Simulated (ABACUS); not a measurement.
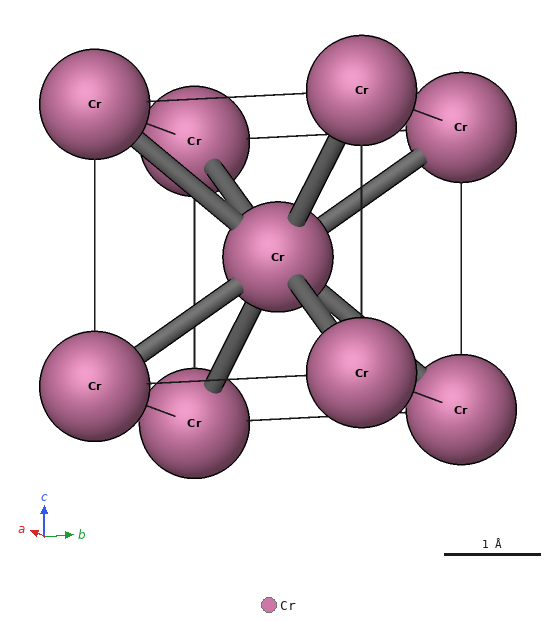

*The input geometry (ball-and-stick view of the cell 2 times as large as that of the calculation, set on its symmetry axes, seen at an oblique angle).*

Near neighbours in the crystal (not all of them lie inside the picture): Cr has 8 Cr at 2.57 Å.

## Band-structure run of Cr (part 1 of 2)

Cr (Im-3m, 1 atom in the cell), computed with Kohn-Sham DFT of a periodic cell, TPSS, SG15 ONCV 1.2 PBE, spin-polarised (ABACUS 3.10.1).

The structure derives from a Materials Project entry.

Input
```python
"""ABACUS run from a structure file: ASE reads it, the script writes STRU, KPT and INPUT."""
import re
import subprocess
import spglib
from ase import Atoms
from ase.io import read
from ase.units import Bohr

atoms = read("Cr.cif")
cell, frac, numbers = spglib.standardize_cell((atoms.cell[:], atoms.get_scaled_positions(), atoms.numbers), to_primitive=True, symprec=1e-4)
atoms = Atoms(numbers=numbers, cell=cell, scaled_positions=frac, pbc=True)  # the primitive cell
atoms = atoms[(-atoms.numbers).argsort(kind="stable")]  # ABACUS lists atoms element by element
pseudo = {'Cr': 'Cr_ONCV_PBE-1.2.upf'}
orbital = {}
magmoms = [3.0]
kmesh = [8, 8, 8]
params = {
    'suffix': 'Cr',
    'calculation': 'scf',
    'basis_type': 'pw',
    'pseudo_dir': './',
    'symmetry': 1,
    'dft_functional': 'MGGA_X_TPSS+MGGA_C_TPSS',
    'ecutwfc': 110,
    'pseudo_rcut': 10,
    'nspin': 2,
    'nbands': 19,
    'ks_solver': 'dav',
    'smearing_method': 'fd',
    'smearing_sigma': 0.00367493,
    'scf_thr': 1e-08,
    'scf_nmax': 100,
    'mixing_type': 'broyden',
    'mixing_beta': 0.4,
    'cal_force': 1,
    'cal_stress': 1,
    'mixing_tau': 1,
    'out_chg': 1,
    'out_pot': 2,
    'out_elf': 1,
}

symbols = atoms.get_chemical_symbols()
elements = list(dict.fromkeys(symbols))
lines = ["ATOMIC_SPECIES"] + [f"{e} {atoms.get_masses()[symbols.index(e)]:.4f} {pseudo[e]}" for e in elements]
if orbital:
    lines += ["", "NUMERICAL_ORBITAL"] + [orbital[e] for e in elements]
lines += ["", "LATTICE_CONSTANT", f"{1 / Bohr:.10f}", "", "LATTICE_VECTORS"]
lines += [" ".join(f"{x:.10f}" for x in v) for v in atoms.cell]
lines += ["", "ATOMIC_POSITIONS", "Direct"]
for e in elements:
    lines += ["", e, "0.0", str(symbols.count(e))]
    for i, p in enumerate(atoms.get_scaled_positions(wrap=False)):
        if symbols[i] == e:
            mag = "" if magmoms is None else " mag " + " ".join(str(x) for x in (magmoms[i] if isinstance(magmoms[i], list) else [magmoms[i]]))
            lines.append(" ".join(f"{x:.10f}" for x in p) + " 1 1 1" + mag)
open("STRU", "w").write("\n".join(lines) + "\n")
open("KPT", "w").write("K_POINTS\n0\nGamma\n%d %d %d 0 0 0\n" % tuple(kmesh))
open("INPUT", "w").write("INPUT_PARAMETERS\n" + "".join(f"{k:<20s}{v}\n" for k, v in params.items()))

done = subprocess.run(['mpirun', '-np', '4', 'abacus'])
if done.returncode:
    raise SystemExit(done.returncode)
log = open("OUT.Cr/running_scf.log").read()
print("final energy (eV):", re.findall(r"FINAL_ETOT_IS (\S+)", log))
```

File Cr.cif
```
data_Cr
_cell_length_a 2.96889936
_cell_length_b 2.96889936
_cell_length_c 2.96889936
_cell_angle_alpha 90.00000000
_cell_angle_beta 90.00000000
_cell_angle_gamma 90.00000000
_space_group_name_H-M_alt 'Im-3m'
_space_group_name_Hall '-I 4 2 3'
_space_group_IT_number 229
loop_
_space_group_symop_operation_xyz
'x,y,z'
'-x,-y,-z'
'-y,x,z'
'y,-x,-z'
'-x,-y,z'
'x,y,-z'
'y,-x,z'
'-y,x,-z'
'x,-y,-z'
'-x,y,z'
'-y,-x,-z'
'y,x,z'
'-x,y,-z'
'x,-y,z'
'y,x,-z'
'-y,-x,z'
'z,x,y'
'-z,-x,-y'
'z,-y,x'
'-z,y,-x'
'z,-x,-y'
'-z,x,y'
'z,y,-x'
'-z,-y,x'
'-z,x,-y'
'z,-x,y'
'-z,-y,-x'
'z,y,x'
'-z,-x,y'
'z,x,-y'
'-z,y,x'
'z,-y,-x'
'y,z,x'
'-y,-z,-x'
'x,z,-y'
'-x,-z,y'
'-y,z,-x'
'y,-z,x'
'-x,z,y'
'x,-z,-y'
'-y,-z,x'
'y,z,-x'
'-x,-z,-y'
'x,z,y'
'y,-z,-x'
'-y,z,x'
'x,-z,y'
'-x,z,-y'
'x+1/2,y+1/2,z+1/2'
'-x+1/2,-y+1/2,-z+1/2'
'-y+1/2,x+1/2,z+1/2'
'y+1/2,-x+1/2,-z+1/2'
'-x+1/2,-y+1/2,z+1/2'
'x+1/2,y+1/2,-z+1/2'
'y+1/2,-x+1/2,z+1/2'
'-y+1/2,x+1/2,-z+1/2'
'x+1/2,-y+1/2,-z+1/2'
'-x+1/2,y+1/2,z+1/2'
'-y+1/2,-x+1/2,-z+1/2'
'y+1/2,x+1/2,z+1/2'
'-x+1/2,y+1/2,-z+1/2'
'x+1/2,-y+1/2,z+1/2'
'y+1/2,x+1/2,-z+1/2'
'-y+1/2,-x+1/2,z+1/2'
'z+1/2,x+1/2,y+1/2'
'-z+1/2,-x+1/2,-y+1/2'
'z+1/2,-y+1/2,x+1/2'
'-z+1/2,y+1/2,-x+1/2'
'z+1/2,-x+1/2,-y+1/2'
'-z+1/2,x+1/2,y+1/2'
'z+1/2,y+1/2,-x+1/2'
'-z+1/2,-y+1/2,x+1/2'
'-z+1/2,x+1/2,-y+1/2'
'z+1/2,-x+1/2,y+1/2'
'-z+1/2,-y+1/2,-x+1/2'
'z+1/2,y+1/2,x+1/2'
'-z+1/2,-x+1/2,y+1/2'
'z+1/2,x+1/2,-y+1/2'
'-z+1/2,y+1/2,x+1/2'
'z+1/2,-y+1/2,-x+1/2'
'y+1/2,z+1/2,x+1/2'
'-y+1/2,-z+1/2,-x+1/2'
'x+1/2,z+1/2,-y+1/2'
'-x+1/2,-z+1/2,y+1/2'
'-y+1/2,z+1/2,-x+1/2'
'y+1/2,-z+1/2,x+1/2'
'-x+1/2,z+1/2,y+1/2'
'x+1/2,-z+1/2,-y+1/2'
'-y+1/2,-z+1/2,x+1/2'
'y+1/2,z+1/2,-x+1/2'
'-x+1/2,-z+1/2,-y+1/2'
'x+1/2,z+1/2,y+1/2'
'y+1/2,-z+1/2,-x+1/2'
'-y+1/2,z+1/2,x+1/2'
'x+1/2,-z+1/2,y+1/2'
'-x+1/2,z+1/2,-y+1/2'
loop_
_atom_site_label
_atom_site_type_symbol
_atom_site_symmetry_multiplicity
_atom_site_Wyckoff_symbol
_atom_site_fract_x
_atom_site_fract_y
_atom_site_fract_z
_atom_site_occupancy
Cr1 Cr 2 a 0.0000000000 0.0000000000 0.0000000000 1
```

File INPUT
```
INPUT_PARAMETERS
suffix              Cr
calculation         scf
basis_type          pw
pseudo_dir          ./
symmetry            1
dft_functional      MGGA_X_TPSS+MGGA_C_TPSS
ecutwfc             110
pseudo_rcut         10
nspin               2
nbands              19
ks_solver           dav
smearing_method     fd
smearing_sigma      0.00367493
scf_thr             1e-08
scf_nmax            100
mixing_type         broyden
mixing_beta         0.4
cal_force           1
cal_stress          1
mixing_tau          1
out_chg             1
out_pot             2
out_elf             1
```

File STRU
```
ATOMIC_SPECIES
Cr 51.9961 Cr_ONCV_PBE-1.2.upf

LATTICE_CONSTANT
1.8897261258

LATTICE_VECTORS
-1.4844496800 1.4844496800 1.4844496800
1.4844496800 -1.4844496800 1.4844496800
1.4844496800 1.4844496800 -1.4844496800

ATOMIC_POSITIONS
Direct

Cr
0.0
1
-0.0000000000 0.0000000000 0.0000000000 1 1 1 mag 3.0
```

File KPT
```
K_POINTS
0
Gamma
8 8 8 0 0 0
```

Hardware: 4 threads of Intel Xeon (Sapphire Rapids), 16 GiB of memory available, shared host.

Launch command:
```bash
OMP_NUM_THREADS=1 python run_abacus.py > log
```

Log
```
ABACUS v3.10.1

               Atomic-orbital Based Ab-initio Computation at UStc

 ------------------------------------------------------------------------------------

 READING GENERAL INFORMATION
                           global_out_dir = OUT.Cr/
                           global_in_card = INPUT
                               pseudo_dir = ./
                              orbital_dir =
                                    DSIZE = 4
                                    GSIZE = 1

 READING UNITCELL INFORMATION
                                    ntype = 1
                  lattice constant (Bohr) = 1.88973
              lattice constant (Angstrom) = 1

 READING ATOM TYPE 1
                               atom label = Cr
                      L=0, number of zeta = 1
                      L=1, number of zeta = 1
                      L=2, number of zeta = 1
             number of atom for this type = 1
               magnetization of element 1 = 3

                        TOTAL ATOM NUMBER = 1
DIRECT COORDINATES
    atom                   x                   y                   z     mag                  vx                  vy                  vz
taud_Cr1            0.0000000000        0.0000000000        0.0000000000  3.0000        0.0000000000        0.0000000000        0.0000000000

                          Volume (Bohr^3) = 88.2984
                             Volume (A^3) = 13.0845

 Lattice vectors: (Cartesian coordinate: in unit of a_0)
             -1.48445            +1.48445            +1.48445
             +1.48445            -1.48445            +1.48445
             +1.48445            +1.48445            -1.48445
 Reciprocal vectors: (Cartesian coordinate: in unit of 2 pi/a_0)
                   +0           +0.336825           +0.336825
            +0.336825                  +0           +0.336825
            +0.336825           +0.336825                  +0
 The esolver type has been set to : ksdft_pw

                PAO radial cut off (Bohr) = 10

 Read in pseudopotential file is Cr_ONCV_PBE-1.2.upf
                     pseudopotential type = NC
          exchange-correlation functional = PBE
                 nonlocal core correction = 0
                        valence electrons = 14
                                     lmax = 2
                           number of zeta = 0
                     number of projectors = 6
                           L of projector = 0
                           L of projector = 0
                           L of projector = 1
                           L of projector = 1
                           L of projector = 2
                           L of projector = 2
 XC functional updated to : MGGA_X_TPSS+MGGA_C_TPSS
          exchange-correlation functional = MGGA_X_TPSS+MGGA_C_TPSS
     initial pseudo atomic orbital number = 0
 The readin total magnetization is 3

 SETUP THE ELECTRONS NUMBER
            electron number of element Cr = 14
      total electron number of element Cr = 14
            AUTOSET number of electrons:  = 14
                           occupied bands = 7
                                   NBANDS = 19
                                   NLOCAL = 9

%%%%%%%%%%%%%%%%%%%%%%%%%%%%%%%%%%%%%%%%%%%%%%%%%%%%%%%%%%%%%%%%%%%%%%%%%%%%%%%%%%%%%%%%%%%%%%%%%%%%%%%%%%
 Warning: the number of valence electrons in pseudopotential > 6 for Cr: [Ar] 3d5 4s1
 Pseudopotentials with additional electrons can yield (more) accurate outcomes, but may be less efficient.
 If you're confident that your chosen pseudopotential is appropriate, you can safely ignore this warning.
%%%%%%%%%%%%%%%%%%%%%%%%%%%%%%%%%%%%%%%%%%%%%%%%%%%%%%%%%%%%%%%%%%%%%%%%%%%%%%%%%%%%%%%%%%%%%%%%%%%%%%%%%%

 SETUP THE PLANE WAVE BASIS
 energy cutoff for charge/potential (unit:Ry) = 440
            fft grid for charge/potential = [ 36, 36, 36 ]
                        fft grid division = [ 1, 1, 1 ]
        big fft grid for charge/potential = [ 36, 36, 36 ]
                                     nbxx = 11664
                                     nrxx = 11664

 SETUP PLANE WAVES FOR CHARGE/POTENTIAL
                    number of plane waves = 13811
                         number of sticks = 781

 PARALLEL PW FOR CHARGE/POTENTIAL
     PROC   COLUMNS(POT)             PW
        1            196           3454
        2            195           3452
        3            195           3453
        4            195           3452
 --------------- sum -------------------
        4            781          13811
                            number of |g| = 157
                                  max |g| = 39.7079
                                  min |g| = 0.226902

----------- Double Check Mixing Parameters Begin ------------
mixing_type: broyden
mixing_beta: 0.4
mixing_gg0: 1
mixing_gg0_min: 0.1
mixing_beta_mag: 1.6
mixing_gg0_mag: 0
mixing_ndim: 8
----------- Double Check Mixing Parameters End ------------

 LATTICE VECTORS: (CARTESIAN COORDINATE: IN UNIT OF A0)
             -1.48445            +1.48445            +1.48445
             +1.48445            -1.48445            +1.48445
             +1.48445            +1.48445            -1.48445
                       right hand lattice = 1
                                   NORM_A = 2.57114
                                   NORM_B = 2.57114
                                   NORM_C = 2.57114
                           ALPHA (DEGREE) = 109.471
                           BETA  (DEGREE) = 109.471
                           GAMMA (DEGREE) = 109.471

 The lattice vectors have been changed (STRU_SIMPLE.cif)

(for optimal symmetric configuration:)
                             BRAVAIS TYPE = 2
                     BRAVAIS LATTICE NAME = 02. Cubic I (body-centered)
                                    ibrav = 2
                                    IBRAV = 2
                                  BRAVAIS = BODY CENTERED CUBIC
                       LATTICE CONSTANT A = 2.9689
Original cell was already a primitive cell.
                        ROTATION MATRICES = 48
              PURE POINT GROUP OPERATIONS = 48
                   SPACE GROUP OPERATIONS = 48
                              POINT GROUP = O_h
               POINT GROUP IN SPACE GROUP = O_h

 SETUP K-POINTS
                                    nspin = 2
                   Input type of k points = Monkhorst-Pack(Gamma)
                                   nkstot = 512
                       right hand lattice = 1
(for reciprocal lattice: )
                             BRAVAIS TYPE = 3
                     BRAVAIS LATTICE NAME = 03. Cubic F (face-centered)
                                    ibrav = 3
                       right hand lattice = 1
(for k-lattice: )
                             BRAVAIS TYPE = 3
                     BRAVAIS LATTICE NAME = 03. Cubic F (face-centered)
                                    ibrav = 3
                       right hand lattice = 1
                        ROTATION MATRICES = 48
                               nkstot_ibz = 29
K-POINTS REDUCTION ACCORDING TO SYMMETRY
     IBZ    DIRECT_X    DIRECT_Y    DIRECT_Z  WEIGHT  ibz2bz
       1  0.00000000  0.00000000  0.00000000  0.0020       0
       2 -0.12500000  0.12500000  0.00000000  0.0234       1
       3 -0.25000000  0.25000000  0.00000000  0.0234       2
       4 -0.37500000  0.37500000  0.00000000  0.0234       3
       5  0.50000000  0.50000000  0.00000000  0.0117       4
       6 -0.25000000  0.12500000  0.12500000  0.0469       9
       7 -0.12500000  0.37500000 -0.25000000  0.0938      10
       8  0.50000000  0.37500000  0.12500000  0.0938      11
       9  0.50000000  0.25000000  0.25000000  0.0469      18
      10  0.37500000  0.37500000  0.25000000  0.0469      19
      11 -0.12500000  0.37500000 -0.12500000  0.0156      73
      12  0.50000000  0.25000000  0.12500000  0.0469      74
      13  0.37500000  0.37500000  0.12500000  0.0234      75
      14 -0.12500000  0.12500000  0.12500000  0.0117      79
      15  0.37500000  0.25000000  0.25000000  0.0469      82
      16 -0.25000000  0.12500000  0.25000000  0.0469      86
      17 -0.37500000  0.37500000  0.12500000  0.0469      93
      18 -0.37500000  0.25000000  0.25000000  0.0469      94
      19  0.50000000  0.50000000  0.12500000  0.0234     100
      20  0.50000000  0.37500000  0.25000000  0.0938     101
      21  0.37500000  0.37500000  0.37500000  0.0156     109
      22  0.25000000  0.25000000  0.25000000  0.0039     146
      23  0.25000000  0.25000000 -0.25000000  0.0117     150
      24 -0.37500000  0.37500000  0.25000000  0.0469     157
      25  0.50000000  0.50000000  0.25000000  0.0234     164
      26  0.50000000  0.37500000  0.37500000  0.0469     165
      27 -0.37500000  0.37500000  0.37500000  0.0117     221
      28  0.50000000  0.50000000  0.37500000  0.0234     228
      29  0.50000000  0.50000000  0.50000000  0.0020     292

                               nkstot now = 29
[... K-POINTS DIRECT COORDINATES: 29 rows ...]

           k-point number in this process = 29
       minimum distributed K point number = 29
[... stars of the k points ...]
                             nks(nspin=2) = 58
                          nkstot(nspin=2) = 58

[... K-POINTS CARTESIAN COORDINATES: 58 rows ...]

[... K-POINTS DIRECT COORDINATES: 58 rows ...]

 SETUP PLANE WAVES FOR WAVE FUNCTIONS
     energy cutoff for wavefunc (unit:Ry) = 110
              fft grid for wave functions = [ 36, 36, 36 ]
                    number of plane waves = 2899
                         number of sticks = 277
```
